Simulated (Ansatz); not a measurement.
# CoSi₃₅ (cell charge +1, with a compensating background) (cell with a defect): what the fields show

The calculation's input:

```
crystal:
  lattice:
    - [-5.7769209609, 3.3353068718, -6.3650226989]
    - [5.7769209608, 3.3353068719, -6.3650226989]
    - [1.0e-10, -6.6706137437, -6.3650226989]
  atoms:
    - { symbol: Co, position: [0.4283795743, 0.0921132461, 0.42512841], spin: 3.0 }
    - { symbol: Si, position: [0.755662091, 0.0896421202, 0.0916282628] }
    - { symbol: Si, position: [0.0918840915, 0.4222434388, 0.4228926688] }
    - { symbol: Si, position: [0.7556615911, 0.7582056116, 0.4228910392] }
    - { symbol: Si, position: [0.4231363543, 0.4221506448, 0.0915612169] }
    - { symbol: Si, position: [0.0918572203, 0.0894693669, 0.7554370352] }
    - { symbol: Si, position: [0.75665894, 0.4230334743, 0.7564044241] }
    - { symbol: Si, position: [0.0902802039, 0.7568996486, 0.0902561341] }
    - { symbol: Si, position: [0.4230093501, 0.7580963612, 0.7555844376] }
    - { symbol: Si, position: [0.038806833, 0.0349177599, 0.3683849139] }
    - { symbol: Si, position: [0.3685602045, 0.0349562624, 0.0384388494] }
    - { symbol: Si, position: [0.6996209616, 0.3659056496, 0.3671283946] }
    - { symbol: Si, position: [0.3686273258, 0.7051300583, 0.3683362413] }
    - { symbol: Si, position: [0.0344111358, 0.3678693411, 0.0342879197] }
    - { symbol: Si, position: [0.6996310412, 0.0336335428, 0.699392917] }
    - { symbol: Si, position: [0.3672727458, 0.3658855332, 0.6994509254] }
    - { symbol: Si, position: [0.701514151, 0.7009310284, 0.0342301522] }
    - { symbol: Si, position: [0.0343968015, 0.700771913, 0.7013506771] }
    - { symbol: Si, position: [0.3103479287, 0.973542065, 0.3076935513] }
    - { symbol: Si, position: [0.632285688, 0.965282072, 0.9647966864] }
    - { symbol: Si, position: [0.9650145298, 0.2986870639, 0.2986528826] }
    - { symbol: Si, position: [0.6323356164, 0.6312994575, 0.2985616485] }
    - { symbol: Si, position: [0.2987281798, 0.2986560841, 0.9648170436] }
    - { symbol: Si, position: [0.9649767104, 0.9651034926, 0.632064968] }
    - { symbol: Si, position: [0.6321438659, 0.2985370219, 0.6320073032] }
    - { symbol: Si, position: [0.9656795284, 0.6320767779, 0.9655270194] }
    - { symbol: Si, position: [0.2987340043, 0.6313009235, 0.6320681221] }
    - { symbol: Si, position: [0.9111553093, 0.9102720616, 0.2436107707] }
    - { symbol: Si, position: [0.243737774, 0.910165045, 0.9110668393] }
    - { symbol: Si, position: [0.5697097569, 0.2354926335, 0.2497799461] }
    - { symbol: Si, position: [0.2438104647, 0.5777545324, 0.2434982349] }
    - { symbol: Si, position: [0.9099277418, 0.2436837156, 0.9096845799] }
    - { symbol: Si, position: [0.5695288633, 0.9156224354, 0.5721904956] }
    - { symbol: Si, position: [0.247696184, 0.2376239981, 0.5676868704] }
    - { symbol: Si, position: [0.5773969617, 0.5762500793, 0.909744871] }
    - { symbol: Si, position: [0.9098674699, 0.5763287821, 0.5770693228] }
  host:
    lattice:
      - [3.8512806406, 0.0, 0.0]
      - [-1.9256403203, 3.3353068718, 0.0]
      - [0.0, 0.0, 6.3650226989]
    atoms:
      - { symbol: Si, position: [0.3333333333, 0.6666666667, 0.0629309398] }
      - { symbol: Si, position: [0.6666666667, 0.3333333333, 0.5629309398] }
      - { symbol: Si, position: [0.3333333333, 0.6666666667, 0.4370690602] }
      - { symbol: Si, position: [0.6666666667, 0.3333333333, 0.9370690602] }
total_charge: 1
basis:
  ecutwfc: 420
  xc_grid: 2
kpoints:
  mp_grid: { grid: [2, 2, 2], shift: [0.5, 0.5, 0.5] }
hamiltonian:
  xc: pbe
scf:
  occupations: { method: gaussian, width: 0.02 }
output:
  forces: true
  stress: false
  eigenvalues: true
  populations: true
  charged_corrections:
    defect_position: [0.42346746, 0.09013413, 0.42346746]
    epsilon: [[12.6179, 0.0, 0.0], [0.0, 12.6179, 0.0], [0.0, 0.0, 13.7067]]
  write_density: true
  write_potential: true
  elf: true
  volumetric_format: npy
magnetization:
  spin_polarized: true
relax:
  adjacent_minimum: "off"
  f_tol: 0.025
  max_steps: 45
```

Run with:

```sh
ansatz run input.yaml --threads 4 --pin off --max-ram 10240MiB --backend cpu --events-out ev --progress --plain --runs-dir out
```

The fields are those of the run's last geometry, not of the input's.

The program warned that a starting moment wasn't kept; spin-polarised, but the moments vanished.

All numbers below come from DFT PBE, scalar-relativistic, plane waves, PAW (Ansatz).

In a PAW calculation such maps are meaningful between the atoms, not at the nuclei.

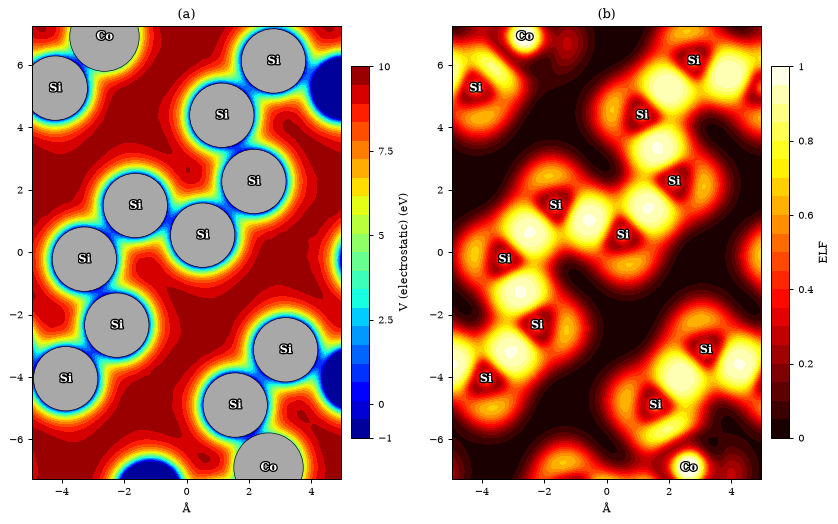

Figure 1. (a) electrostatic potential energy of an electron; (b) electron localisation function on the (011̄) plane of the calculation cell. Grey discs cover the atomic cores in the potential map.

Q: What do the fields say about this system?

A: The plane passes through Co and Si nuclei.
Co–Si (2.28 Å): the ELF peaks at about 0.85 between the atoms.
Si–Si (2.37 Å): the ELF peaks at about 0.95 between the atoms (a covalent bond).

The features right at Co lie inside the PAW spheres, where the map follows smoothed inner orbitals and isn't to be read closely.
Outside the cores the potential energy rises away from the atoms and is highest about 2.4 Å from the nearest atoms; its zero is arbitrary.

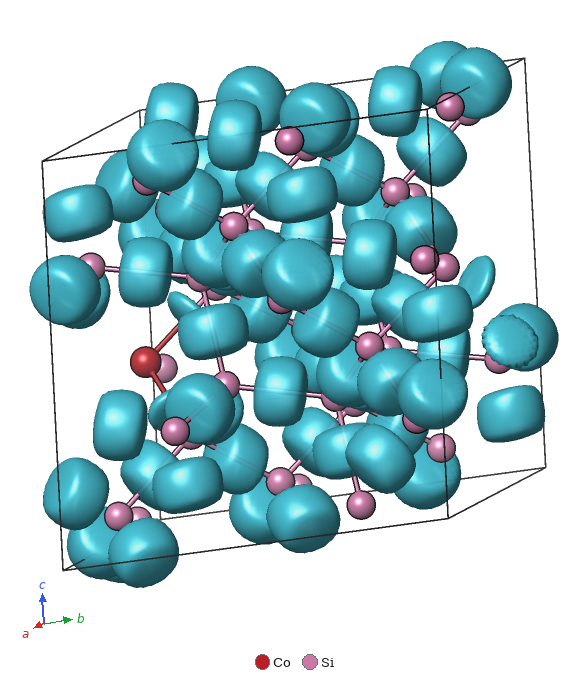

Figure 2. Isosurface of the ELF at 0.75 (cyan), seen slightly off an axis. Only the valence region is drawn (cores and ρ < 0.01 e/Å³ removed). Sticks mark near contacts.

Q: Describe the localisation domains.

A: The surface consists of 68 regions between bonded Si–Si atoms (shared pairs) and four lobes of the valence shell of Si pointing towards Co (polar bonds), counted in one cell of 36 atoms. Regions shared between cells count once.


Co–Si (2.27 Å): the ELF peaks at about 0.85 between the atoms. Si–Si (2.36 Å): the ELF peaks at about 0.95 between the atoms; a covalent bond.
